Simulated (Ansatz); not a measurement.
**Run report: Zr5N4, single-point calculation**

The run: single-point calculation of Zr5N4 (slab, 9 atoms in the cell). Method and program: DFT PBE, scalar-relativistic, plane waves, PAW, no spin polarisation (Ansatz 0.2.0).

The structure derives from an entry of the Crystallography Open Database. It belongs to a series of runs on one base structure; here: (1 1 1) slab cut from the bulk. Figures and captions count atoms from 1; the log counts them from 0 in places.

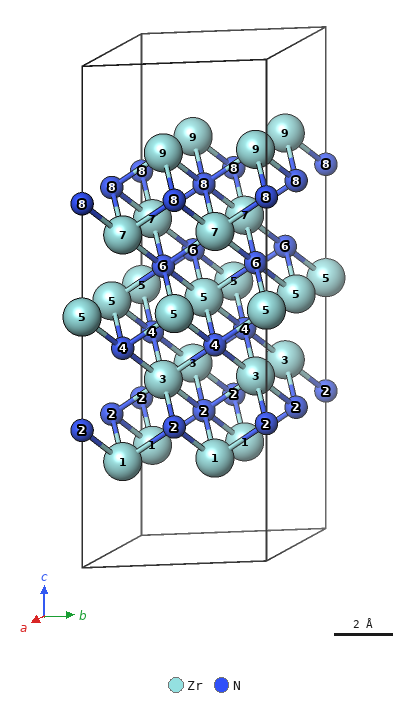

Figure 1. The input geometry (ball-and-stick view of the 2 × 2 repeat of the cell, with the vacuum cut short, seen slightly off an axis; atoms are numbered from 1 in the order of the input). An atom can appear more than once, as a periodic image. Near neighbours in the periodic cell (some may lie outside the picture): Zr has 3 N at 2.30 Å; N has 6 Zr at 2.30 Å; Zr has 6 N at 2.30 Å.

The input:
```yaml
crystal:
  lattice:
    - [3.2489094157, 0.0, 0.0]
    - [-1.6244547079, 2.8136380886, 0.0]
    - [0.0, 0.0, 25.6108937188]
  atoms:
    - { symbol: Zr, position: [0.6666666667, 0.3333333333, 0.2928441343] }
    - { symbol: "N", position: [0.0, 0.0, 0.3446331007] }
    - { symbol: Zr, position: [0.3333333333, 0.6666666667, 0.3964220672] }
    - { symbol: "N", position: [0.6666666667, 0.3333333333, 0.4482110336] }
    - { symbol: Zr, position: [0.0, 0.0, 0.5] }
    - { symbol: "N", position: [0.3333333333, 0.6666666667, 0.5517889664] }
    - { symbol: Zr, position: [0.6666666667, 0.3333333333, 0.6035779328] }
    - { symbol: "N", position: [0.0, 0.0, 0.6553668993] }
    - { symbol: Zr, position: [0.3333333333, 0.6666666667, 0.7071558657] }
basis:
  ecutwfc: 420
kpoints:
  mp_grid: { grid: [12, 12, 1] }
hamiltonian:
  xc: pbe
scf:
  occupations: { method: gaussian, width: 0.1 }
output:
  forces: true
  stress: true
  eigenvalues: true
  write_density: true
  write_potential: true
  elf: true
  volumetric_format: npy
efield:
  axis: 3
  dipole_correction: true
  ramp_width: 0.04
```

Command:
```bash
ansatz run input.yaml --threads 1 --pin off --max-ram 2560MiB --backend cpu --events-out ev --progress --plain --runs-dir out
```

The program's output:
```
Engine: ansatz 0.2.0, x86_64-unknown-linux-gnu
Pseudopotentials: kind: paw
Pseudopotential: Zr, paw, valence charge 12, recommended cutoff 420 eV (normal), Zr.paw.azcp
Pseudopotential: N, paw, valence charge 5, recommended cutoff 420 eV (normal), N.paw.azcp
Functional definition: PBE
  parameter kappa = 0.804
  parameter beta = 0.06672455060314922
  exchange = pbe_x(kappa = kappa, mu = beta*pi^2/3)
  correlation = pbe_c(beta = beta)
Crystal: 9 atoms, lattice volume = 234.116 Å³
Basis set: ecut = 420 eV, 4657 PW (Γ), exchange–correlation on 48×48×360 points (8 copies of the dense FFT grid, shifted against one another)
Bands: 49, of which v1, the nominal top of the filled ones, is band 40 counted from 1 (39 counted from 0)
Symmetry: 6 space group operations
k-points: 19 of 144 (time reversal used)
Non-local potential: Zr, projectors of the file, l = 0: 3, l = 1: 2, l = 2: 2, l = 3: 2
Non-local potential: N, projectors of the file, l = 0: 2, l = 1: 2, l = 2: 1
PAW form: soft (Blöchl's): semilocal exchange-correlation on the pseudo side does not see the compensation charge
PAW one-centre angular grid: Zr, 590 points (default); XC on 64 Gauss nodes
PAW one-centre angular grid: N, 110 points (default); XC on 64 Gauss nodes
Initial density: superposition of atomic densities (neutral atoms: chi_scale 0, normalization atom), corrected by the library's trained network
Initial wavefunctions: pseudopotential atomic-orbital guess
Functional: x = pbe(κ = 0.804, μ = 0.2195149727645171), c = pbe(β = 0.06672455060314922)
SCF iter   1: F=—  HF=-22467.090823 eV  |F-HF|=—  |Δ(HF+E_count)|=         —  Δρ=9.30e-3  dr2=5.99e0  ethr=1.77e-3  p=0.000 e·Å  D=1.59e-13 V/Å  ΔV_dip=-0.00 eV  dr2_dipole=7.27e-7  V_vac-E_F(+/−)=5.09/5.09 eV  ⟨swp⟩=7.6  Hψ=4371  notcnv=0
efield: sawtooth ramp at fractional position 0.9800 (placed from the atoms, in the widest stretch of the axis that holds none; the zero of the levels goes with the place), width 0.0400; the density the first Hamiltonian is built on has a dipole p = 0.000 e·Å; the dipole correction subtracts the counter field D = 1.59e-13 V/Å, which shifts the + side's vacuum level by -0.00 eV against the − side's; the planar-averaged density in the ramp window peaks in size at 6.9e-5 e/Å³
preconditioner: auto → LDOS  [metal: Δε(μ)=0.041 eV  Ē_g=8.029 eV  σ=0.100 eV  W_gap=0.23  n_scr=36 (ndim 8)  ℏωp=15.3 eV  f_vac=0.425  D(μ)=6.69/eV (n_scr^D=36)  β→1.0]
SCF iter   2: F=—  HF=-22466.941818 eV  |F-HF|=—  |Δ(HF+E_count)|=   1.49e-1  Δρ=3.26e-3  dr2=2.00e-1  ethr=1.77e-3  p=0.000 e·Å  D=1.25e-5 V/Å  ΔV_dip=-0.00 eV  dr2_dipole=1.40e-6  V_vac-E_F(+/−)=4.52/4.52 eV  ⟨swp⟩=2.7  Hψ=1256  notcnv=0  defer=36
SCF iter   3: F=—  HF=-22466.939908 eV  |F-HF|=—  |Δ(HF+E_count)|=   1.91e-3  Δρ=7.93e-4  dr2=9.49e-3  ethr=2.50e-4  p=0.000 e·Å  D=2.19e-6 V/Å  ΔV_dip=-0.00 eV  dr2_dipole=1.63e-7  V_vac-E_F(+/−)=4.48/4.48 eV  ⟨swp⟩=2.0  Hψ=1045  notcnv=0  defer=44
SCF iter   4: F=—  HF=-22466.940696 eV  |F-HF|=—  |Δ(HF+E_count)|=   7.88e-4  Δρ=3.34e-4  dr2=3.56e-4  ethr=1.19e-5  p=0.000 e·Å  D=8.78e-7 V/Å  ΔV_dip=-0.00 eV  dr2_dipole=3.23e-10  V_vac-E_F(+/−)=4.42/4.42 eV  ⟨swp⟩=2.2  Hψ=1239  notcnv=0  defer=44
SCF iter   5: F=—  HF=-22466.940743 eV  |F-HF|=—  |Δ(HF+E_count)|=   4.68e-5  Δρ=1.47e-4  dr2=8.22e-5  ethr=4.44e-7  p=0.000 e·Å  D=1.27e-7 V/Å  ΔV_dip=-0.00 eV  dr2_dipole=3.33e-9  V_vac-E_F(+/−)=4.40/4.40 eV  ⟨swp⟩=2.5  Hψ=1573  notcnv=0  defer=44
SCF iter   6: F=—  HF=-22466.940559 eV  |F-HF|=—  |Δ(HF+E_count)|=   1.83e-4  Δρ=4.31e-5  dr2=1.15e-5  ethr=1.03e-7  p=0.000 e·Å  D=4.45e-8 V/Å  ΔV_dip=-0.00 eV  dr2_dipole=8.79e-10  V_vac-E_F(+/−)=4.39/4.39 eV  ⟨swp⟩=2.4  Hψ=1499  notcnv=0  defer=43
SCF iter   7: F=—  HF=-22466.940561 eV  |F-HF|=—  |Δ(HF+E_count)|=   1.72e-6  Δρ=1.87e-5  dr2=1.65e-6  ethr=1.44e-8  p=-0.000 e·Å  D=-4.17e-8 V/Å  ΔV_dip=0.00 eV  dr2_dipole=6.93e-12  V_vac-E_F(+/−)=4.38/4.38 eV  ⟨swp⟩=2.3  Hψ=1470  notcnv=0  defer=43
SCF iter   8: F=—  HF=-22466.940561 eV  |F-HF|=—  |Δ(HF+E_count)|=   2.79e-7  Δρ=6.72e-6  dr2=2.11e-7  ethr=2.06e-9  p=-0.000 e·Å  D=-6.06e-8 V/Å  ΔV_dip=0.00 eV  dr2_dipole=7.04e-13  V_vac-E_F(+/−)=4.38/4.38 eV  ⟨swp⟩=2.3  Hψ=1562  notcnv=0  defer=43
SCF iter   9: F=-22466.940561 eV  HF=-22466.940561 eV  |F-HF|=1.20e-10  |Δ(HF+E_count)|=   3.88e-8  Δρ=2.15e-6  dr2=1.48e-8  ethr=1.25e-10  p=-0.000 e·Å  D=-1.89e-8 V/Å  ΔV_dip=0.00 eV  dr2_dipole=2.66e-11  V_vac-E_F(+/−)=4.38/4.38 eV  ⟨swp⟩=21.3  Hψ=8529  notcnv=0
SCF 1 converged in 9 iterations: F = -22466.940561 eV  dr2 = 1.48e-8
  greatest PAW one-centre occupation: 0.996 electrons in one spin orbital (limit 2), on the Zr atom at site 8 (counted from 0), in its partial waves of l = 0
WARN: The output density's exchange-correlation potential varies sharply where the density is thin. Do not read a vacuum level from v_tot or v_xc, or from such a field of the output density. On a cell that repeats whose density bears no net charge and no dipole along the vacuum's axis use v_es (v_loc + v_h of the components); under efield.dipole_correction with no amplitude use v_es + v_field, which holds any external_charges[].barrier, or the levels of the report's work_function block, which leave it out; under a non-zero efield.amplitude the vacuum is tilted and has no level; on a cell that repeats and bears such a dipole with no correction it is tilted too, and efield.dipole_correction with no amplitude gives each side of its ramp a level where efield: is served; in a cell that repeats whose density bears a net charge (total_charge, or a fill off its count) it is curved and has none; of a slab under crystal.periodic whose density bears no net charge use v_es, which has a level on each side, short of where the two are joined; of another it falls or rises all the way out and has none; of a slab beside external_charges read slab_vacuum_level instead, which it has where they leave it neutral. The grid or the basis barely resolves most such structure, and the values can differ between equally converged runs; as a rule a tighter scf.convergence.dr2_threshold does not remove it. Where the density itself ripples (under the LDA too) a higher basis.ecutwfc lessens it. The files hold the spikes' plane waves up to the density's cutoff. Files: v_tot_of_output_density and the like, and their columns of v_z.tsv (output.write_potential); v_xc_of_output_density and the like, and their columns of v_comp_z.tsv (output.write_potential_components). Measured: with its Gaussian average of σ = 0.25 Å subtracted twice, the exchange-correlation potential is over 0.1 eV at 924 of the grid points where the equally averaged density (valence and model cores) is under 1e-3 e/Å³, and 0.503 eV at the most among them, at an averaged density of 1.9e-7 e/Å³. See output.write_potential in the manual, Limitations
SCF converged after 9 iterations
Free energy (F): -22466.940561 eV
Harris-Foulkes:  -22466.940561 eV  (|F-HF|=1.20e-10)
Internal energy: -22466.889015 eV  (E = F + TS)
E sigma→0 (E₀):  -22466.914788 eV
Entropy (-TS):   -0.051547 eV (-5.727 meV/atom)
Fermi energy:    6.635755 eV
Dipole field:    D = -0.000006 V/Å  (p = -0.000008 e·Å, saw-weighted, corrected)
Work function:   Φ+ = 4.3822 eV   Φ− = 4.3820 eV
Levels:          The Fermi level and band energies are counted from a zero that moves with the ramp; work functions are not
--- Per-component energies (eV) ---
  E_band       = -1036.073038
  E_kinetic    = 2194.330878
  E_local      = -74395.327275  (includes V_loc(G=0)·N_el)
  E_nonlocal   = 573.490661
  E_hartree    = 36166.457682
  E_xc         = -1054.449266
  E_vxc        = -1268.157848  (∫ρ·V_xc dr)
  E_paw        = -15275.479319  (= ΣΔE_a)
  E_vpaw       = -473.324188  (= ΣTr[D̂ρ^β])
  E_aug_tail   = 0.000482  (compensation charges beyond the density's cutoff)
  E_efield     = 0.000000  (sawtooth field / dipole correction)
  E_vefield    = 0.000000  (∫n·V_field dr)
  E_ewald      = 29324.087143
  E_smearing   = -0.051547  (= −TS)
  E_closure    = 0.000000  (closes the sum)
  Σ components = -22466.940561   (vs F -22466.940561, Δ=0.00e0)
--- Forces (eV/Å), atoms counted from 1 ---
  atom   1  Zr    -0.00000000     0.00000000     0.63842804
  atom   2  N      0.00000000     0.00000000    -0.10702345
  atom   3  Zr    -0.00000000    -0.00000000    -0.70232170
  atom   4  N     -0.00000000     0.00000000    -0.03356827
  atom   5  Zr    -0.00000000     0.00000000    -0.00000007
  atom   6  N      0.00000000    -0.00000000     0.03356836
  atom   7  Zr     0.00000000     0.00000000     0.70232253
  atom   8  N     -0.00000000    -0.00000000     0.10702395
  atom   9  Zr     0.00000000     0.00000000    -0.63842718
  max |Σ_I F_I| component: 2.20e-6 eV/Å
--- Stress (GPa, compression-positive) ---
       -1.900276       0.000000       0.000000
        0.000000      -1.900276      -0.000000
        0.000000      -0.000000      -1.441860
  P = ⅓ Tr σ = -1.7475 GPa (-17.475 kbar)
--- Band table (eV; the first three rows and the last of 19) ---
  k-point 0: bands = ["-42.9477", "-42.8753", "-42.8429", "-42.6199", "-42.6197", "-21.6132", "-21.3271", "-21.0087", "-20.7032", "-20.6801", "-20.6801", "-20.6148", "-20.6148", "-20.5986", "-20.5986", "-20.5824", "-20.2672", "-20.2672", "-20.2672", "-20.2672", "-9.4032", "-8.8314", "-8.1645", "-7.6434", "-0.6661", "0.2182", "1.1781", "1.1781", "1.4581", "1.7770", "1.7770", "2.6180", "2.6180", "2.9242", "3.5154", "3.5154", "5.4646", "5.6970", "6.3874", "6.4861", "6.4861", "6.6453", "7.1745", "7.1745", "7.1849", "7.9421", "7.9421", "7.9711", "8.4993"]
  k-point 1: bands = ["-42.9403", "-42.8690", "-42.8380", "-42.6147", "-42.6145", "-21.5878", "-21.3146", "-21.0145", "-20.7520", "-20.7199", "-20.6979", "-20.6540", "-20.6274", "-20.6248", "-20.6054", "-20.5860", "-20.3158", "-20.3147", "-20.2774", "-20.2774", "-9.2963", "-8.7698", "-8.1683", "-7.7158", "-0.5162", "0.2639", "1.1811", "1.2334", "1.3218", "1.8086", "2.0049", "2.2041", "2.5987", "3.0816", "3.1106", "3.3902", "5.5193", "5.5754", "6.1256", "6.5457", "6.6173", "6.6598", "7.0283", "7.2959", "7.3798", "7.7603", "8.1193", "8.2184", "8.4259"]
  k-point 2: bands = ["-42.9197", "-42.8517", "-42.8248", "-42.6003", "-42.6002", "-21.5169", "-21.2880", "-21.0589", "-20.8988", "-20.8455", "-20.7437", "-20.7392", "-20.6618", "-20.6459", "-20.6266", "-20.5983", "-20.4434", "-20.4381", "-20.3052", "-20.3051", "-9.0136", "-8.6151", "-8.1871", "-7.9003", "-0.1354", "0.4204", "0.9523", "1.3578", "1.4337", "1.7491", "1.8692", "2.0201", "2.4617", "2.5398", "2.9622", "3.1503", "5.2190", "5.6340", "5.7790", "6.1515", "6.8845", "7.0286", "7.1407", "7.5824", "7.6837", "7.6947", "8.3299", "8.4162", "8.5956"]
  k-point 18: bands = ["-42.8128", "-42.7681", "-42.7681", "-42.5312", "-42.5312", "-21.3767", "-21.3767", "-21.3272", "-21.2229", "-21.1587", "-21.1587", "-20.9322", "-20.9322", "-20.8789", "-20.7755", "-20.7462", "-20.6745", "-20.6745", "-20.6387", "-20.6387", "-8.2623", "-8.2623", "-8.1385", "-8.1375", "0.5272", "0.6077", "0.6077", "1.2108", "1.2108", "1.7336", "1.7336", "1.7506", "1.8508", "1.8508", "1.9331", "1.9448", "6.3474", "6.3474", "6.5869", "6.6271", "7.4713", "7.4713", "7.7922", "8.3738", "8.3738", "8.7057", "9.0761", "9.0761", "9.6970"]
```

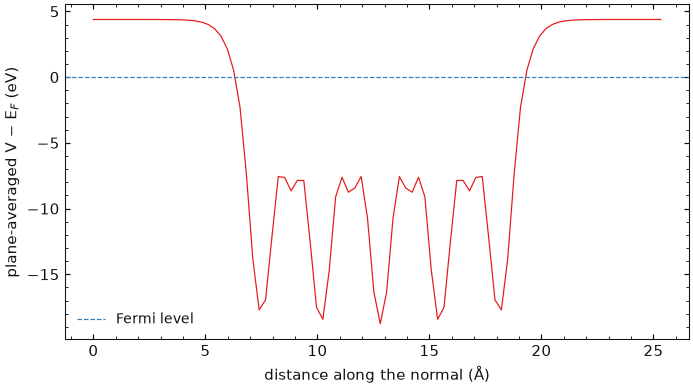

Figure 2. Plane average of the electrostatic potential energy of an electron across the cell, from the Fermi level. The vacuum level lies 4.38 eV above the Fermi level.

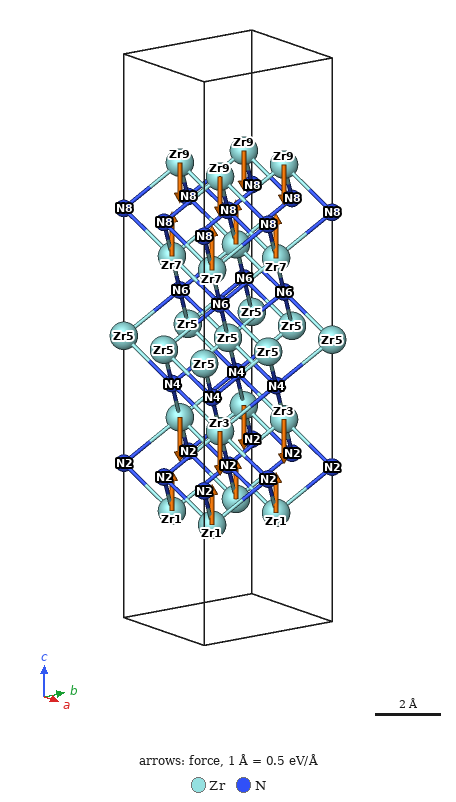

Figure 3. Forces on the atoms as orange arrows (ball-and-stick view of the 2 × 2 repeat of the cell, with the vacuum cut short, seen slightly off an axis; atoms are numbered from 1 in the order of the input); the smallest are left out. The largest act on Zr3, Zr7 (0.70 eV/Å); Zr1, Zr9 (0.64 eV/Å). The geometry is not a stationary point of this energy.

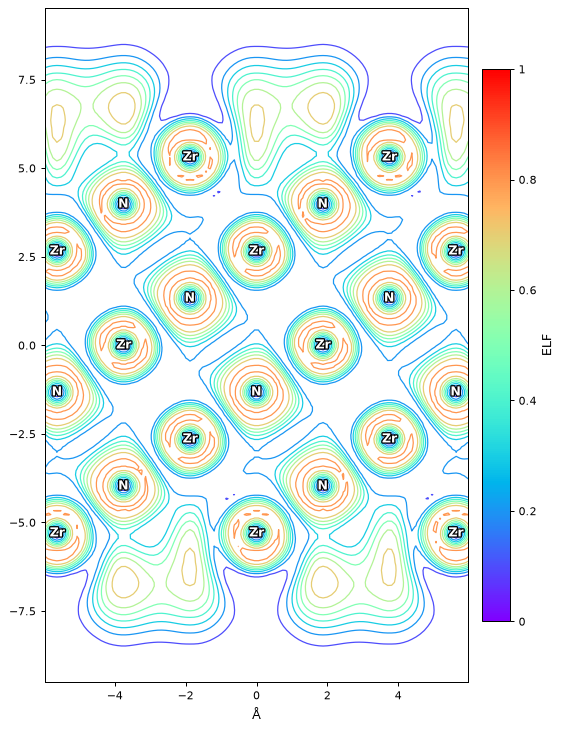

Figure 4. ELF on the (110) plane of the calculation cell, a cut from vacuum to vacuum. The section cuts through Zr and N sites. Zr–N (2.30 Å): the ELF peaks at about 0.80 in the valence shell of N, 0.7 Å from its nucleus, and drops to about 0.15 between the two atoms; a polar contact without a shared pair, in a metal. The strong features right at Zr lie inside the PAW spheres (semicore, d or f shells) and say nothing about bonding. The fields are those of the smooth PAW valence density.

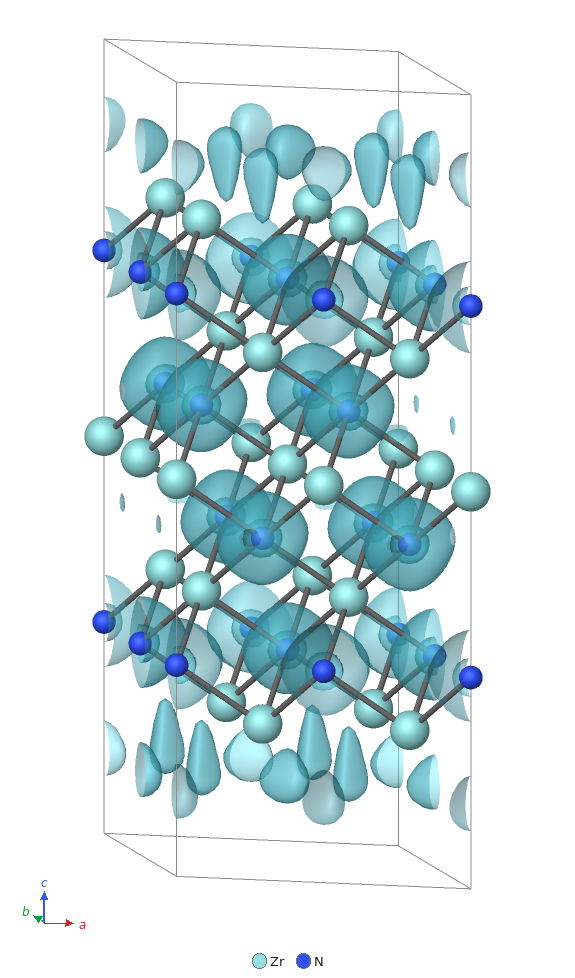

Figure 5. Isosurface of the ELF at 0.65 (cyan), seen slightly off an axis. Core shells and regions of very low density are left out. Sticks mark near contacts. Values along the shortest contacts: Zr–N (2.30 Å): the ELF peaks at about 0.80 in the valence shell of N, 0.7 Å from its nucleus, and drops to about 0.15 between the two atoms; no shared pair; the contact is polar.

Results in brief:

```json
{"quantity": "outcome", "value": "converged"}
{"quantity": "electrons treated", "value": "80"}
{"quantity": "free energy", "value": "−22466.9406 eV"}
{"quantity": "work function, top face", "value": "4.38 eV"}
{"quantity": "work function, bottom face", "value": "4.38 eV"}
{"quantity": "Fermi energy", "value": "6.636 eV"}
{"quantity": "gap on the k-point mesh", "value": "none (metallic)"}
{"quantity": "work function (upper face)", "value": "4.38 eV"}
{"quantity": "largest force (length of the vector)", "value": "0.702 eV/Å"}
{"quantity": "hardware", "value": "1 thread of Intel Xeon @ 2.50GHz (Skylake/Cascade Lake), 32 GiB of memory available, shared host"}
{"quantity": "wall time", "value": "44 s"}
{"quantity": "peak memory", "value": "0.56 GiB"}
```

Notes:

The program warns: the exchange-correlation potential is rough where the density is thin.
